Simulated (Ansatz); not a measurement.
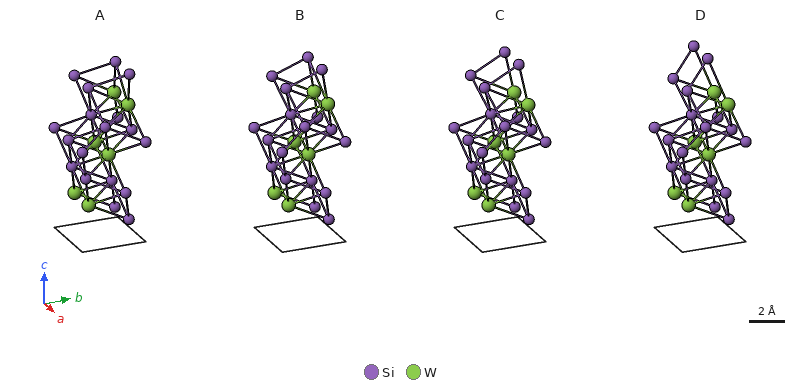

4 geometries from one constrained relaxation of a slab of composition Si7W3 (cut from the I4/mmm phase), in shuffled order. The picture is a ball-and-stick view of the 2 × 1 repeat of the cell, outlined in the plane, without the vacuum, seen slightly off an axis.

Case: Si put at a bridge Si-W site. The slab is the (1 0 1) face of Si2W with Si on it. 4 atoms are held fixed.

All numbers below come from DFT PBEsol, scalar-relativistic, plane waves, PAW in Ansatz 0.2.0. (plane-wave cutoff 420 eV; k-point mesh 10 × 7 × 1; occupations gaussian; smearing width 0.1 eV; no spin polarisation; dipole correction; atoms relaxed in a fixed cell; force threshold 0.03 eV/Å; at most 70 steps)

Question: Order the frames from highest to lowest energy.

Answer: D, C, B, A. They are steps 0, 4, 9, 15, at +1.009 eV per cell of the calculation, +0.490 eV per cell of the calculation, +0.229 eV per cell of the calculation relative to the last. After 15 geometry steps the energy has fallen by 1.009 eV per cell of the calculation. Largest force component: 1.1 eV/Å at the start, 0.016 eV/Å at the end. The largest move is that of a Si atom, 1.93 Å at 71° to the normal (−c side). By element the largest moves are Si 1.93 Å, W 0.01 Å. The cell doesn't change. Some distances before and after: Si–W 4.442 → 2.752 Å, Si–Si 3.873 → 2.419 Å, Si–Si 3.902 → 2.813 Å, Si–Si 2.228 → 2.809 Å. New bonds form, among them: Si–W (4.44 → 2.75 Å). Among the angles between lasting bonds that change: Si–Si–W 107.9° → 100.8°, W–Si–W 120.2° → 115.5°, W–Si–W 76.9° → 73.0°.

Limits of the set-up: the periodic images lie only 3.2 Å apart, so the values are limited by the cell's size.
